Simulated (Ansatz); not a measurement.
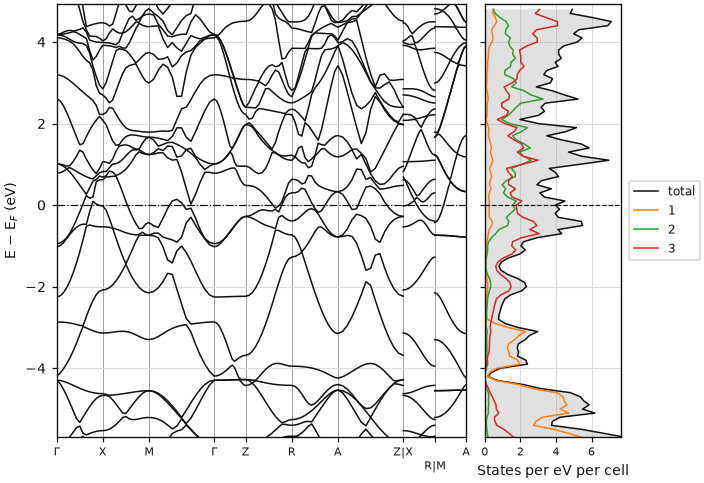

Band structure and density of states. Energies are counted from the Fermi level. The partial curves are projected on Löwdin-orthogonalised atomic shells.

System: YZr2O2, space group P4/mmm, 5 atoms in the cell; a = 3.90 Å, b = 3.90 Å, c = 5.70 Å, α = 90.00°, β = 90.00°, γ = 90.00°.

Ansatz; DFT PBE, scalar-relativistic, plane waves, PAW, no spin polarisation, 10×10×8 k mesh, 420 eV cutoff.

Assign each number in the legend. The candidates: O 2p, Y 4d, Zr 4d.

1 is O 2p; 2 is Y 4d; 3 is Zr 4d.

Does this material conduct, going by its bands?

A metal: bands cross the Fermi level along this path.

The structure is an invented one, so it need not be a known or stable phase. The electron count is odd and the run has no spin polarisation, so a magnetic state may lie lower.
